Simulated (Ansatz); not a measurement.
# MnO: single-point calculation

MnO (6 atoms in the cell), computed with DFT, PBE, PAW, plane waves, scalar-relativistic (Ansatz 0.2.0).

The structure derives from an entry of the Crystallography Open Database. It belongs to a series of runs on one base structure; here: parallel moments along z. Figures and captions count atoms from 1; the log counts them from 0 in places.

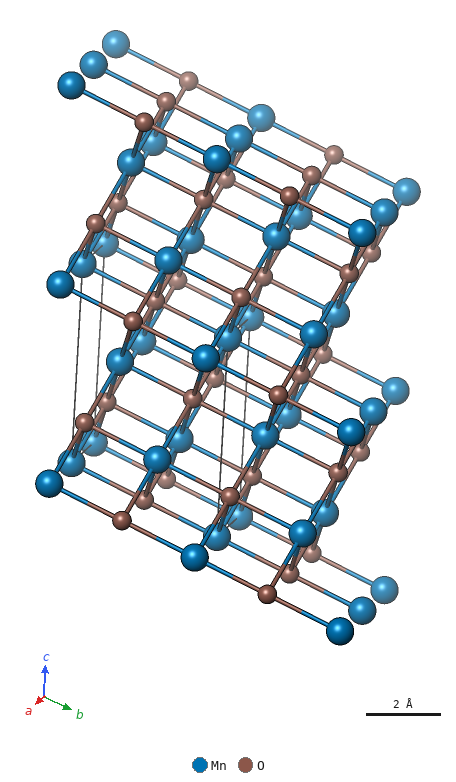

*The structure as given in the input (ball-and-stick view of the reduced cell, repeated 2 × 2 × 2, seen slightly off an axis).*

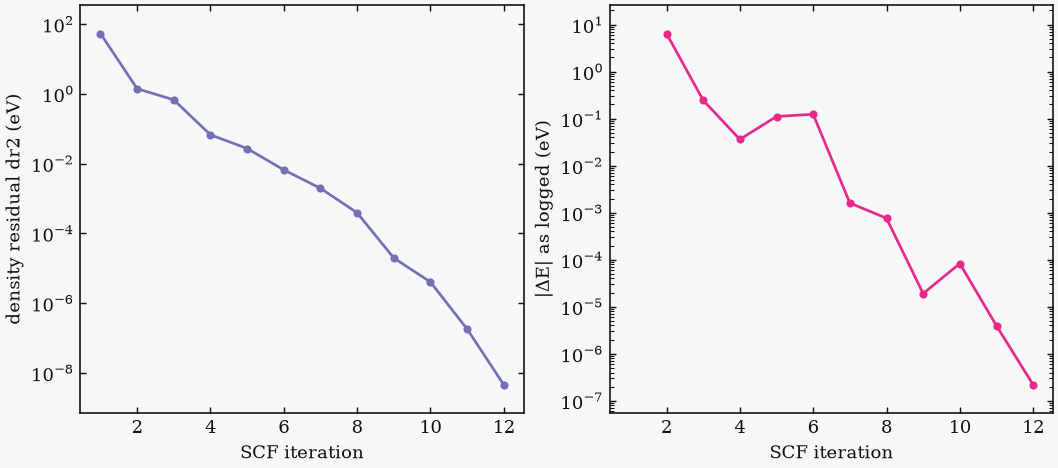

*Convergence of the self-consistent field: density residual dr2 and size of the energy change against the SCF iteration.*

The residual falls at every step.

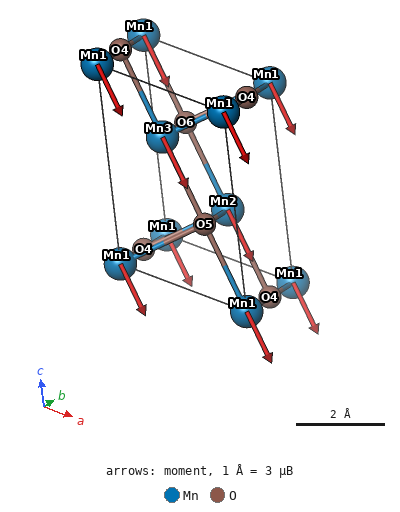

*Magnetic moments of the sites as red arrows (ball-and-stick view of the reduced cell, seen slightly off an axis; atoms are numbered from 1 in the order of the input); small moments hardly show.*

Site moments: all 3 Mn atoms (4.01 μB); all 3 O atoms (0.22 μB). They are counted near the atoms and needn't add up to the moment of the cell.

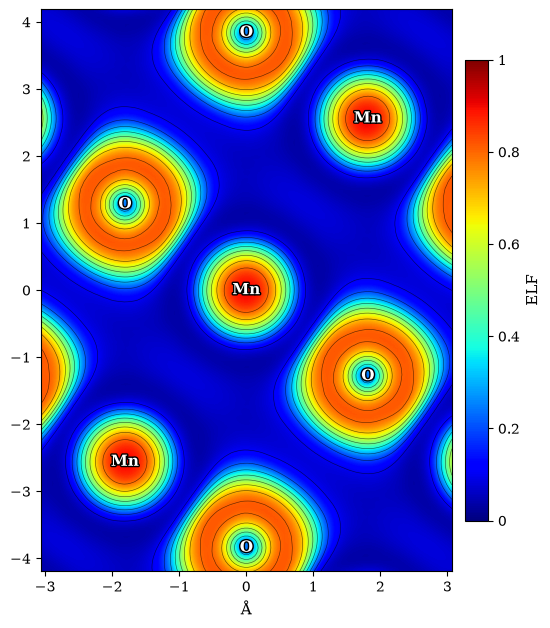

*Electron localisation function on the (111) plane of the calculation cell.*

The section cuts through Mn and O sites. Mn–O (2.22 Å): the ELF is about 0.10 at the midpoint; no shared pair; the contact is polar. The strong features right at Mn lie inside the PAW spheres (semicore, d or f shells) and say nothing about bonding. The fields are those of the smooth PAW valence density.

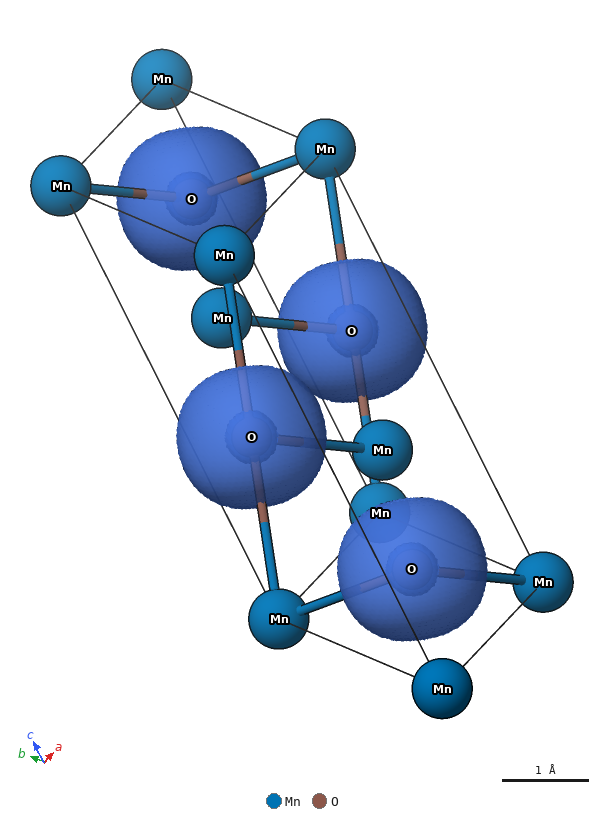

*Isosurface of the electron localisation function at 0.65 (blue), seen slightly off an axis. Only the valence region is drawn (cores and ρ < 0.01 e/Å³ removed). Sticks mark near contacts. The outline is the calculation cell.*

Along the contacts the grid gives the following. Mn–O (2.22 Å): the ELF is about 0.10 at the midpoint; no shared pair; the contact is polar.

The input and output of the run follow.

## The input
```yaml
crystal:
  lattice:
    - [2.21725, 2.21725, 4.4345]
    - [4.4345, 2.21725, 2.21725]
    - [4.4345, 6.65175, 2.21725]
  atoms:
    - { symbol: Mn, position: [0.0, 0.0, 0.0], spin: 4.5, spin_axis: [0.0, 0.0, 4.5] }
    - { symbol: Mn, position: [0.3333333, 0.6666667, 0.6666667], spin: 4.5, spin_axis: [0.0, 0.0, 4.5] }
    - { symbol: Mn, position: [0.6666667, 0.3333333, 0.3333333], spin: 4.5, spin_axis: [0.0, 0.0, 4.5] }
    - { symbol: O, position: [0.0, 0.5, 0.5] }
    - { symbol: O, position: [0.3333333, 0.1666667, 0.1666667] }
    - { symbol: O, position: [0.6666667, 0.8333333, 0.8333333] }
hamiltonian:
  xc: pbe
  pseudopotentials: { kind: paw }
  noncollinear_xc: multicollinear
basis:
  ecutwfc: 420
kpoints:
  mp_grid: { grid: [4, 5, 3] }
scf:
  occupations: { method: fermi_dirac, width: 0.02 }
  lower_state_search: "off"
  max_iter: 150
output:
  forces: true
  stress: true
  write_density: true
  write_potential: true
  elf: true
  volumetric_format: npy
magnetization:
  noncollinear: true
```

Command:
```bash
ansatz run input.yaml --threads 4 --pin off --max-ram 9216MiB --backend cpu --events-out ev --progress --plain --runs-dir out
```

## What the program printed
```
Warning: crystal.symmetry: narrowed to the stabiliser of the k-point mesh — unitary ops 24 → 6, anti-unitary 24 → 6; excluded 36 operations that carry a point of the 4×5×3 mesh (shift [0, 0, 0]) off the mesh (the run samples exactly the mesh kpoints.mp_grid names, as under crystal.symmetry.detect: false, and its converged state has the mesh's symmetry, not the crystal's; ε∞, the Born charges and the force constants of a linear response (`dielectric:` by the response, `phonons.method: dfpt`) are averaged over those of the crystal's operations that the state keeps within a tolerance, where `mesh_tensors`, `unaveraged_element` or `gamma_mean_max_change_ev_ang2` stands beside them; a row that `dielectric.field_direction` solves alone is averaged likewise, with nothing beside; a Γ-centred mesh of equal divisions is mapped onto itself by every operation and keeps the whole group, as does a half-shifted one under kpoints.further_shifts: images)
Engine: ansatz 0.2.0, aarch64-unknown-linux-gnu
Pseudopotentials: kind: paw
Pseudopotential: Mn, paw, valence charge 15, recommended cutoff 420 eV (normal), Mn.paw.azcp
Pseudopotential: O, paw, valence charge 6, recommended cutoff 420 eV (normal), O.paw.azcp
Functional definition: PBE
  parameter kappa = 0.804
  parameter beta = 0.06672455060314922
  exchange = pbe_x(kappa = kappa, mu = beta*pi^2/3)
  correlation = pbe_c(beta = beta)
Crystal: 6 atoms, lattice volume = 65.403 Å³
Basis set: ecut = 420 eV, 1273 PW (Γ), exchange–correlation on 80×80×120 points (8 copies of the dense FFT grid, shifted against one another)
Bands: 76, of which v1, the nominal top of the filled ones, is band 63 counted from 1 (62 counted from 0)
Symmetry: 6 space group operations + 6 with time reversal
Moments: of one size on atoms that these operations exchange, one fixing the others by the rotation that the starting moments gave each, and all in one plane where the starting moments lie in one or along one axis (crystal.symmetry.detect: false holds none)
k-points: 31 of 60
Non-local potential: Mn, projectors of the file, l = 0: 3, l = 1: 2, l = 2: 3, l = 3: 1
Non-local potential: O, projectors of the file, l = 0: 2, l = 1: 2, l = 2: 1
PAW form: soft (Blöchl's): semilocal exchange-correlation on the pseudo side does not see the compensation charge
PAW one-centre angular grid: Mn, 590 points (default); XC on 64 Gauss nodes
PAW one-centre angular grid: O, 110 points (default); XC on 64 Gauss nodes
Initial density: superposition of atomic densities (chi_scale 0.1, normalization cell, long waves kept (reshape's long-wave potential 0.00 eV rms))
Starting moments: Σ|m| = 13.5 μB on 3 of 6 sites
Initial wavefunctions: pseudopotential atomic-orbital guess
Functional: x = pbe(κ = 0.804, μ = 0.2195149727645171), c = pbe(β = 0.06672455060314922)
SCF iter   1: F=—  HF=-13404.447603 eV  |F-HF|=—  |Δ(HF+E_count)|=         —  Δρ=2.95e-1  dr2=5.34e1  dr2_m=1.36e0  ethr=3.10e-3  |M|=1.14e1 ∫|m|=1.14e1 μB  |m|>n=0.0e0 m-floor=0.0e0 τ_xc=0.0e0  β_m=0.30  ⟨swp⟩=5.4  Hψ=6933  notcnv=0
preconditioner: auto → Kerker (q_TF=auto, 2.711 Å⁻¹)  [metal: Δε(μ)=0.005 eV  Ē_g=6.182 eV  σ=0.020 eV  W_gap=0.06  n_scr=20 (ndim 8)  ℏωp=28.7 eV  f_vac=0.000  D(μ)=4.48/eV (n_scr^D=38)]
spin=Noncollinear: Kerker preconditioning applied to the charge; magnetization (m_x, m_y, m_z) channels mix plain (no charge-response kernel on spin).
SCF iter   2: F=—  HF=-13397.989278 eV  |F-HF|=—  |Δ(HF+E_count)|=    6.46e0  Δρ=4.83e-2  dr2=1.40e0  dr2_m=3.37e-1  ethr=3.10e-3  |M|=1.37e1 ∫|m|=1.37e1 μB  |m|>n=0.0e0 m-floor=0.0e0 τ_xc=0.0e0  β_m=1.00  ⟨swp⟩=3.9  Hψ=5851  notcnv=0  defer=51
SCF iter   3: F=—  HF=-13398.234802 eV  |F-HF|=—  |Δ(HF+E_count)|=   2.46e-1  Δρ=3.34e-2  dr2=6.68e-1  dr2_m=4.13e-2  ethr=2.23e-3  |M|=1.40e1 ∫|m|=1.40e1 μB  |m|>n=0.0e0 m-floor=0.0e0 τ_xc=0.0e0  β_m=1.00  ⟨swp⟩=2.0  Hψ=3935  notcnv=0  defer=137
SCF iter   4: F=—  HF=-13398.271001 eV  |F-HF|=—  |Δ(HF+E_count)|=   3.62e-2  Δρ=1.48e-2  dr2=6.66e-2  dr2_m=4.30e-3  ethr=1.06e-3  |M|=1.40e1 ∫|m|=1.40e1 μB  |m|>n=0.0e0 m-floor=0.0e0 τ_xc=0.0e0  β_m=0.30  ⟨swp⟩=3.1  Hψ=4591  notcnv=0  defer=137
Mixer restart at iter 4: flushing history
spin-set hold released at iteration 4 (site moments contracting): the magnetisation degrees of freedom join the quasi-Newton model from the next iteration; the mixer history was flushed
SCF iter   5: F=—  HF=-13398.381689 eV  |F-HF|=—  |Δ(HF+E_count)|=   1.11e-1  Δρ=9.63e-3  dr2=2.69e-2  dr2_m=1.38e-3  ethr=1.06e-4  |M|=1.40e1 ∫|m|=1.40e1 μB  |m|>n=0.0e0 m-floor=0.0e0 τ_xc=0.0e0  β_m=0.63  ⟨swp⟩=2.3  Hψ=2980  notcnv=0  defer=163
SCF iter   6: F=—  HF=-13398.505307 eV  |F-HF|=—  |Δ(HF+E_count)|=   1.24e-1  Δρ=4.05e-3  dr2=6.56e-3  dr2_m=1.13e-3  ethr=4.27e-5  |M|=1.41e1 ∫|m|=1.41e1 μB  |m|>n=0.0e0 m-floor=0.0e0 τ_xc=0.0e0  β_m=0.64  ⟨swp⟩=3.1  Hψ=4500  notcnv=0  defer=163
SCF iter   7: F=—  HF=-13398.506912 eV  |F-HF|=—  |Δ(HF+E_count)|=   1.61e-3  Δρ=1.87e-3  dr2=1.95e-3  dr2_m=5.16e-4  ethr=1.04e-5  |M|=1.41e1 ∫|m|=1.41e1 μB  |m|>n=0.0e0 m-floor=0.0e0 τ_xc=0.0e0  β_m=0.80  ⟨swp⟩=2.9  Hψ=3763  notcnv=0  defer=163
SCF iter   8: F=—  HF=-13398.507674 eV  |F-HF|=—  |Δ(HF+E_count)|=   7.62e-4  Δρ=8.54e-4  dr2=3.87e-4  dr2_m=7.92e-5  ethr=3.10e-6  |M|=1.42e1 ∫|m|=1.42e1 μB  |m|>n=0.0e0 m-floor=0.0e0 τ_xc=0.0e0  β_m=0.77  ⟨swp⟩=2.3  Hψ=3462  notcnv=0  defer=163
SCF iter   9: F=—  HF=-13398.507693 eV  |F-HF|=—  |Δ(HF+E_count)|=   1.91e-5  Δρ=2.82e-4  dr2=1.95e-5  dr2_m=1.19e-5  ethr=6.14e-7  |M|=1.42e1 ∫|m|=1.42e1 μB  |m|>n=0.0e0 m-floor=0.0e0 τ_xc=0.0e0  β_m=0.89  ⟨swp⟩=2.0  Hψ=3921  notcnv=0  defer=163
SCF iter  10: F=—  HF=-13398.507777 eV  |F-HF|=—  |Δ(HF+E_count)|=   8.31e-5  Δρ=8.88e-5  dr2=4.00e-6  dr2_m=3.89e-7  ethr=3.10e-8  |M|=1.42e1 ∫|m|=1.42e1 μB  |m|>n=0.0e0 m-floor=0.0e0 τ_xc=0.0e0  β_m=0.94  ⟨swp⟩=2.0  Hψ=3323  notcnv=0  defer=163
SCF iter  11: F=—  HF=-13398.507781 eV  |F-HF|=—  |Δ(HF+E_count)|=   3.94e-6  Δρ=2.65e-5  dr2=1.79e-7  dr2_m=1.05e-7  ethr=6.35e-9  |M|=1.42e1 ∫|m|=1.42e1 μB  |m|>n=0.0e0 m-floor=0.0e0 τ_xc=0.0e0  β_m=0.97  ⟨swp⟩=2.0  Hψ=3110  notcnv=0  defer=163
SCF iter  12: F=-13398.507781 eV  HF=-13398.507781 eV  |F-HF|=3.35e-9  |Δ(HF+E_count)|=   2.19e-7  Δρ=4.89e-6  dr2=4.51e-9  dr2_m=3.58e-9  ethr=1.59e-10  |M|=1.42e1 ∫|m|=1.42e1 μB  |m|>n=0.0e0 m-floor=0.0e0 τ_xc=0.0e0  ⟨swp⟩=13.7  Hψ=16394  notcnv=0
SCF 1 converged in 12 iterations: F = -13398.507781 eV  dr2 = 4.51e-9
  greatest PAW one-centre occupation: 1.002 electrons in one spin orbital (limit 2), on the Mn atom at site 2 (counted from 0), in its partial waves of l = 1
SCF converged after 12 iterations
Stability not checked: this state was not tested for a lower state beside it, because this non-collinear magnet's GGA is evaluated by the locally collinear projection, under which the energy is not smooth in the magnetisation (locally_collinear_gga; see scf.lower_state_search)
Magnetization: |M| = 14.1638 μB,  M = (+0.0000, +0.0000, +14.1638) μB
Absolute magnetization: 14.1638 μB (∫|m|, with the PAW one-centre terms)
Moment direction: held on its axis by an average over the rotations of spin about it
  site 0: m = (+0.0000, +0.0000, +4.0092) μB, |m| = 4.0092 μB  (R = 0.91 Å)
  site 1: m = (+0.0000, +0.0000, +4.0092) μB, |m| = 4.0092 μB  (R = 0.91 Å)
  site 2: m = (+0.0000, +0.0000, +4.0092) μB, |m| = 4.0092 μB  (R = 0.91 Å)
  site 3: m = (+0.0000, +0.0000, +0.2244) μB, |m| = 0.2244 μB  (R = 0.91 Å)
  site 4: m = (+0.0000, +0.0000, +0.2244) μB, |m| = 0.2244 μB  (R = 0.91 Å)
  site 5: m = (+0.0000, +0.0000, +0.2244) μB, |m| = 0.2244 μB  (R = 0.91 Å)
Free energy (F): -13398.507781 eV
Harris-Foulkes:  -13398.507781 eV  (|F-HF|=3.35e-9)
Internal energy: -13398.500881 eV  (E = F + TS)
E sigma→0 (E₀):  -13398.504331 eV
Entropy (-TS):   -0.006899 eV (-1.150 meV/atom)
Fermi energy:    13.572905 eV
--- Per-component energies (eV) ---
  E_band       = -735.729855
  E_kinetic    = 1422.721839
  E_local      = -6666.437454  (includes V_loc(G=0)·N_el)
  E_nonlocal   = 907.242111
  E_hartree    = 2673.292530
  E_xc         = -553.825769
  E_vxc        = -707.526717  (∫ρ·V_xc dr)
  E_paw        = -4397.476174  (= ΣΔE_a)
  E_vpaw       = -1038.320617  (= ΣTr[D̂ρ^β])
  E_aug_tail   = 0.007116  (compensation charges beyond the density's cutoff)
  E_ewald      = -6784.025080
  E_smearing   = -0.006899  (= −TS)
  E_closure    = -0.000000  (closes the sum)
  Σ components = -13398.507781   (vs F -13398.507781, Δ=0.00e0)
--- Forces (eV/Å), atoms counted from 1 ---
  atom   1  Mn     0.00000000     0.00000000     0.00000000
  atom   2  Mn     0.00000000     0.00000000    -0.00000000
  atom   3  Mn     0.00000000    -0.00000000     0.00000000
  atom   4  O      0.00000000     0.00000000     0.00000000
  atom   5  O      0.00000000    -0.00000000     0.00000000
  atom   6  O      0.00000000     0.00000000     0.00000000
  max |Σ_I F_I| component: 1.01e-28 eV/Å
--- Stress (GPa, compression-positive) ---
       -0.013311       0.109266      -0.032334
        0.109266       0.221561      -0.044693
       -0.032334      -0.044693       0.098620
  P = ⅓ Tr σ = 0.1023 GPa (1.023 kbar)
--- Band table (eV; the first three rows and the last of 31) ---
  k-point 0: bands = ["-68.0557", "-68.0472", "-68.0472", "-63.3335", "-63.3234", "-63.3234", "-36.8486", "-36.8486", "-36.8371", "-36.8371", "-36.8060", "-36.7998", "-36.7998", "-36.7987", "-36.7780", "-32.2189", "-32.2189", "-32.2106", "-32.2106", "-32.1763", "-32.1763", "-32.1657", "-32.1599", "-32.1527", "-6.8208", "-6.3922", "-5.7821", "-5.7821", "-5.3815", "-5.3815", "6.3897", "6.3897", "6.9332", "6.9332", "7.2482", "7.2482", "7.6489", "7.6489", "7.6700", "7.6700", "8.6964", "8.6964", "9.7245", "9.7282", "9.7320", "10.0971", "10.1043", "10.1076", "10.3111", "10.3328", "10.3395", "10.8579", "10.8682", "10.8682", "10.8694", "11.2498", "11.2498", "11.6016", "11.6016", "11.9463", "11.9463", "13.0307", "13.1457", "13.1457", "14.2396", "14.2486", "14.2601", "14.3220", "14.5454", "14.5454", "14.8794", "14.9004", "15.4995", "15.4995", "15.5753", "15.5753"]
  k-point 1: bands = ["-68.0530", "-68.0486", "-68.0485", "-63.3304", "-63.3251", "-63.3250", "-36.8581", "-36.8557", "-36.8264", "-36.8179", "-36.8176", "-36.8041", "-36.7968", "-36.7937", "-36.7848", "-32.2380", "-32.2282", "-32.1908", "-32.1848", "-32.1797", "-32.1738", "-32.1691", "-32.1689", "-32.1591", "-6.4724", "-6.0538", "-5.9216", "-5.8120", "-5.5182", "-5.4176", "5.3846", "6.0926", "6.2486", "6.8976", "7.3141", "7.3399", "7.4232", "7.5056", "7.9895", "8.1839", "8.4639", "8.4670", "8.5627", "8.6154", "8.7319", "8.9337", "9.4617", "9.5689", "10.3068", "10.4313", "10.8808", "11.0673", "11.1735", "11.2178", "11.3413", "11.5730", "11.6260", "11.6630", "12.2256", "12.4737", "12.6551", "13.2577", "13.6804", "13.9574", "14.0094", "14.8943", "14.9315", "15.2900", "15.3315", "15.3816", "15.3977", "15.4880", "15.5213", "15.6660", "15.6770", "16.1283"]
  k-point 2: bands = ["-68.0527", "-68.0478", "-68.0472", "-63.3300", "-63.3242", "-63.3234", "-36.8527", "-36.8454", "-36.8329", "-36.8277", "-36.8243", "-36.8083", "-36.8043", "-36.7998", "-36.7871", "-32.2247", "-32.2217", "-32.2066", "-32.1948", "-32.1909", "-32.1810", "-32.1771", "-32.1666", "-32.1626", "-6.4264", "-6.0094", "-5.8385", "-5.8085", "-5.4371", "-5.4061", "6.0714", "6.4233", "6.8616", "7.1873", "7.1896", "7.2911", "7.3770", "7.5429", "7.7655", "8.0431", "8.1487", "8.2220", "8.3100", "8.5000", "8.5982", "8.7595", "9.3279", "9.4605", "10.4485", "10.6404", "10.8257", "10.9191", "11.1073", "11.2531", "11.3408", "11.5468", "11.5899", "11.6226", "11.7881", "12.3994", "12.6007", "12.8465", "12.9197", "14.1803", "14.2730", "14.3330", "14.8194", "15.0437", "15.2134", "15.2702", "15.5261", "15.6690", "15.7306", "15.7466", "15.8596", "15.8671"]
  k-point 30: bands = ["-68.0524", "-68.0491", "-68.0480", "-63.3296", "-63.3257", "-63.3243", "-36.8562", "-36.8543", "-36.8250", "-36.8196", "-36.8146", "-36.8096", "-36.8022", "-36.7921", "-36.7890", "-32.2357", "-32.2214", "-32.1935", "-32.1899", "-32.1827", "-32.1767", "-32.1733", "-32.1658", "-32.1626", "-6.3697", "-5.9546", "-5.9222", "-5.9162", "-5.5168", "-5.5158", "5.7134", "6.3006", "6.5678", "7.0094", "7.0449", "7.4185", "7.6659", "7.8370", "7.9700", "8.0610", "8.0960", "8.3860", "8.5345", "8.7698", "8.7816", "8.8727", "9.2065", "9.3306", "10.1881", "10.6110", "10.8735", "10.8851", "11.1046", "11.2491", "11.3606", "11.5509", "11.5797", "11.7221", "11.9151", "12.4274", "12.9054", "12.9484", "13.4118", "13.4870", "14.4488", "14.6954", "14.7175", "15.0816", "15.4114", "15.5003", "15.5216", "15.5439", "15.7733", "15.7887", "15.8121", "16.1183"]
```

## Summary

| quantity | value |
| --- | --- |
| outcome | converged |
| space group (tolerance 0.01 Å) | Fm-3m (225) |
| electrons treated | 63 |
| free energy | −13398.5078 eV |
| Fermi energy | 13.573 eV |
| net moment of the cell | 14.16 μB |
| integrated absolute moment | 14.16 μB |
| pressure | 0.10 GPa |
| largest force (length of the vector) | under 0.001 eV/Å |
| hardware | 4 threads of Arm Neoverse V1, 24 GiB of memory available, shared host |
| wall time | 18 s (CPU time 70 s) |
| peak memory | 0.78 GiB |

Warnings of the run: the k-point mesh lowers the symmetry that the run can use. The k-point mesh is coarse for a cell of this size, so the results may not be converged.
